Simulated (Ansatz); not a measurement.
# CuI: 7 runs along one coordinate

System: CuI (F-43m, 2 atoms in the cell).
Method: Kohn-Sham DFT of a periodic cell, PBEsol, spin-orbit coupling, Ansatz PAW, no spin polarisation (Ansatz 0.2.0).

The 7 runs differ only in the geometry, by an even scaling of the cell at fixed fractional positions. The structure derives from an entry of the Crystallography Open Database.

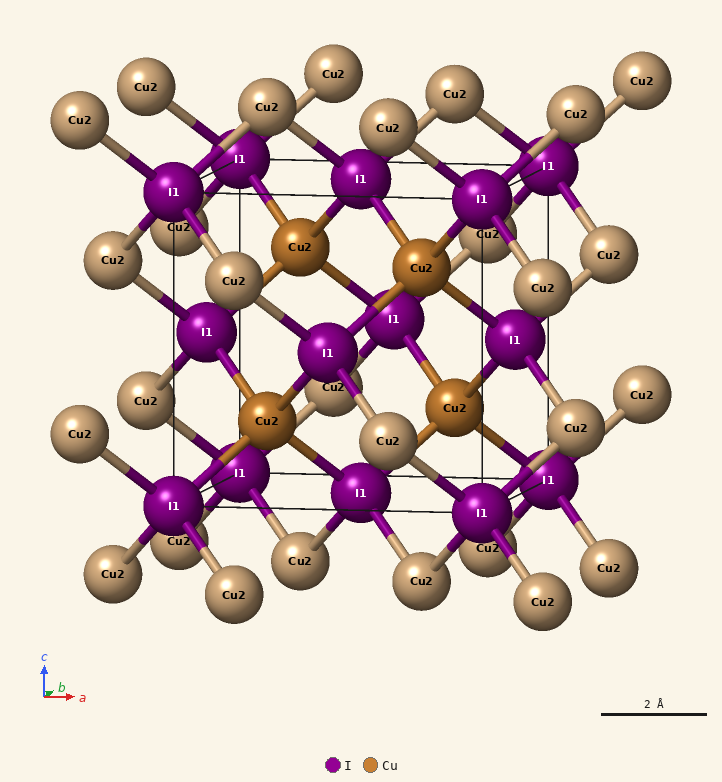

Figure 1. The structure of run 4 (ball-and-stick view of the cell 4 times as large as that of the calculation, set on its symmetry axes, seen slightly off an axis; neighbours outside the cell are drawn fainter; atoms are numbered from 1 in the order of the input).

**Input of run 4**
```yaml
crystal:
  lattice:
    - [0.0, 3.0315, 3.0315]
    - [3.0315, 0.0, 3.0315]
    - [3.0315, 3.0315, 0.0]
  atoms:
    - { symbol: I, position: [0.0, 0.0, 0.0] }
    - { symbol: Cu, position: [0.75, 0.75, 0.75] }
hamiltonian:
  xc: pbesol
  pseudopotentials: { kind: paw_fr }
magnetization:
  noncollinear: true
  spin_orbit: true
kpoints:
  mp_grid: { grid: [8, 8, 8] }
scf:
  occupations: { method: fermi_dirac, width: 0.05 }
output:
  forces: true
  stress: true
  eigenvalues: true
```

Command:
```bash
ansatz run input.yaml --threads 2 --pin off --max-ram 5120MiB --backend cpu --events-out ev --progress --plain --runs-dir out
```

Run 3 differs from it as follows:
```diff
-    - [0.0, 3.0315, 3.0315]
-    - [3.0315, 0.0, 3.0315]
-    - [3.0315, 3.0315, 0.0]
+    - [0.0, 3.0111537494, 3.0111537494]
+    - [3.0111537494, 0.0, 3.0111537494]
+    - [3.0111537494, 3.0111537494, 0.0]
```

**Results, with one run withheld**

| run | volume per atom (Å³) | free energy per atom, from the lowest run given (meV) | pressure (GPa) | gap on the mesh (eV) |
| --- | --- | --- | --- | --- |
| 1 | 26.188 | 0.00 | 0.07 | 1.00 |
| 2 | 26.745 | 1.51 | −0.91 | 0.95 |
| 3 | 27.302 | ? | ? | ? |
| 4 | 27.859 | 13.73 | −2.53 | 0.85 |
| 5 | 28.417 | 23.69 | −3.19 | 0.80 |
| 6 | 28.974 | 35.79 | −3.76 | 0.76 |
| 7 | 29.531 | 49.75 | −4.26 | 0.72 |

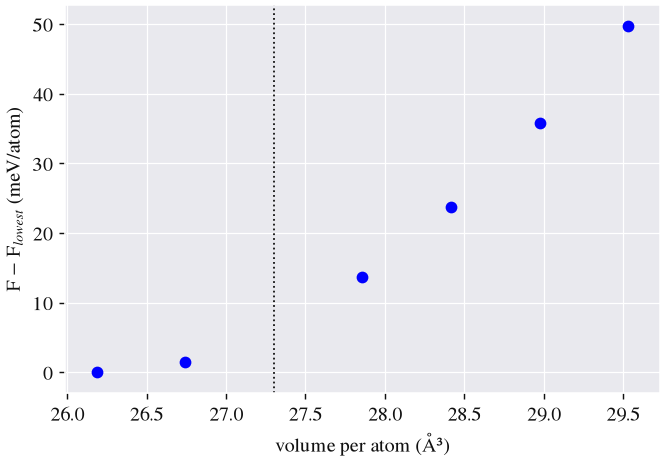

Figure 2. Free energy per atom of the runs given; the dotted line marks run 3.

Fit the runs given and predict run 3.

A cubic polynomial in V^(−2/3) (the Birch–Murnaghan form), fitted to the 6 runs given, misses them by at most 0.01 meV per atom. With x = V^(−2/3) − 0.10868 Å⁻², it reads F = 14.555 − 6230.6 x + 6.4883e+05 x² + 3.7872e+06 x³ (meV per atom). At run 3 it gives 6.22 meV per atom, and the run itself gives 6.22. The slope of the fit gives a pressure −dF/dV of −1.77 GPa there, and the run prints −1.77 GPa. The fit has its minimum at 26.223 Å³ per atom, where V d²F/dV² gives 48.9 GPa: the bulk modulus at this level, since symmetry fixes the shape and the positions. The gap on the mesh goes, without turning, from 1.00 eV in run 1 to 0.72 eV in run 7; run 3 has 0.90 eV. These are gaps of this functional on this mesh, which can miss the band edges; they aren't the measured gap.

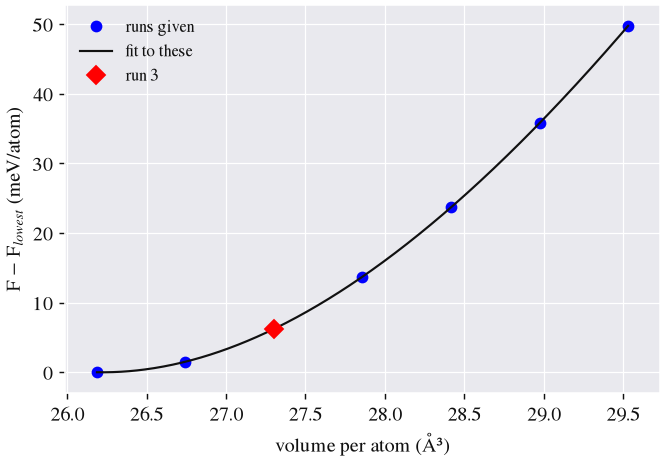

Figure 3. The fit and the withheld run.

**Output, shortened to warnings, some set-up lines, iterations and results (run 3)**
```
Basis set: ecut = 420 eV, 1067 PW (Γ), exchange–correlation on 60×60×60 points (8 copies of the dense FFT grid, shifted against one another)
Symmetry: 24 space group operations + 24 with time reversal
k-points: 29 of 512 (time reversal used)
Initial density: superposition of atomic densities (chi_scale 0.1, normalization cell, long waves kept (reshape's long-wave potential 0.00 eV rms))
[...]
SCF iter   1: F=—  HF=-14025.502412 eV  |F-HF|=—  |Δ(HF+E_count)|=         —  Δρ=7.09e-2  dr2=3.07e0  dr2_m=0.00e0 (ungated)  ethr=3.10e-3  |M|=0.00e0 ∫|m|=0.00e0 μB  …
SCF iter   2: F=—  HF=-14024.703460 eV  |F-HF|=—  |Δ(HF+E_count)|=   7.99e-1  Δρ=3.94e-2  dr2=4.52e-1  dr2_m=0.00e0 (ungated)  ethr=3.10e-3  |M|=0.00e0 ∫|m|=0.00e0 μB  …
SCF iter   3: F=—  HF=-14024.590987 eV  |F-HF|=—  |Δ(HF+E_count)|=   1.12e-1  Δρ=1.10e-2  dr2=9.29e-2  dr2_m=0.00e0 (ungated)  ethr=1.25e-3  |M|=0.00e0 ∫|m|=0.00e0 μB  …
SCF iter   4: F=—  HF=-14024.585133 eV  |F-HF|=—  |Δ(HF+E_count)|=   5.85e-3  Δρ=8.30e-3  dr2=1.93e-2  dr2_m=0.00e0 (ungated)  ethr=2.58e-4  |M|=0.00e0 ∫|m|=0.00e0 μB  …
SCF iter   5: F=—  HF=-14024.597547 eV  |F-HF|=—  |Δ(HF+E_count)|=   1.24e-2  Δρ=1.22e-3  dr2=1.06e-3  dr2_m=0.00e0 (ungated)  ethr=5.37e-5  |M|=0.00e0 ∫|m|=0.00e0 μB  …
SCF iter   6: F=—  HF=-14024.597403 eV  |F-HF|=—  |Δ(HF+E_count)|=   1.44e-4  Δρ=1.26e-3  dr2=7.96e-4  dr2_m=0.00e0 (ungated)  ethr=2.94e-6  |M|=0.00e0 ∫|m|=0.00e0 μB  …
SCF iter   7: F=—  HF=-14024.597240 eV  |F-HF|=—  |Δ(HF+E_count)|=   1.63e-4  Δρ=1.63e-4  dr2=9.77e-6  dr2_m=0.00e0 (ungated)  ethr=2.21e-6  |M|=0.00e0 ∫|m|=0.00e0 μB  …
SCF iter   8: F=—  HF=-14024.597239 eV  |F-HF|=—  |Δ(HF+E_count)|=   1.80e-6  Δρ=3.32e-5  dr2=6.06e-7  dr2_m=0.00e0 (ungated)  ethr=2.71e-8  |M|=0.00e0 ∫|m|=0.00e0 μB  …
SCF iter   9: F=-14024.597239 eV  HF=-14024.597239 eV  |F-HF|=8.65e-9  |Δ(HF+E_count)|=   1.49e-7  Δρ=4.82e-6  dr2=9.16e-9  dr2_m=0.00e0 (ungated)  ethr=2.78e-10  |M|=0.00e0 …
SCF 1 converged in 9 iterations: F = -14024.597239 eV  dr2 = 9.16e-9
SCF converged after 9 iterations
Magnetization: |M| = 0.0000 μB,  M = (+0.0000, +0.0000, +0.0000) μB
Absolute magnetization: 0.0000 μB (∫|m|)
  site 0: m = (+0.0000, +0.0000, +0.0000) μB, |m| = 0.0000 μB  (R = 1.08 Å)
  site 1: m = (+0.0000, +0.0000, +0.0000) μB, |m| = 0.0000 μB  (R = 1.08 Å)
Free energy (F): -14024.597239 eV
Harris-Foulkes:  -14024.597239 eV  (|F-HF|=8.65e-9)
Internal energy: -14024.597238 eV  (E = F + TS)
E sigma→0 (E₀):  -14024.597238 eV
Entropy (-TS):   -0.000001 eV (-0.000 meV/atom)
Fermi energy:    8.937672 eV
--- Per-component energies (eV) ---
  E_band       = -862.876851
  E_kinetic    = 490.312539
  E_local      = -7575.406350  (includes V_loc(G=0)·N_el)
  E_nonlocal   = 317.287245
  E_hartree    = 3518.000261
  E_xc         = -213.889831
  E_vxc        = -240.783575  (∫ρ·V_xc dr)
  E_paw        = -6379.323927  (= ΣΔE_a)
  E_vpaw       = -890.277160  (= ΣTr[D̂ρ^β])
  E_aug_tail   = 0.000219  (compensation charges beyond the density's cutoff)
  E_ewald      = -4182.200759
  E_core_change = 0.623365  (= ΣΔE_core)
  E_smearing   = -0.000001  (= −TS)
  E_closure    = 0.000000  (closes the sum)
  Σ components = -14024.597239   (vs F -14024.597239, Δ=0.00e0)
--- Forces (eV/Å), atoms counted from 1 ---
  atom   1  I     -0.00000000     0.00000000    -0.00000000
  atom   2  Cu     0.00000000     0.00000000     0.00000000
  max |Σ_I F_I| component: 9.83e-18 eV/Å
--- Stress (GPa, compression-positive) ---
       -1.774656      -0.000000      -0.000000
       -0.000000      -1.774656       0.000000
        0.000000       0.000000      -1.774656
  P = ⅓ Tr σ = -1.7747 GPa (-17.747 kbar)
```
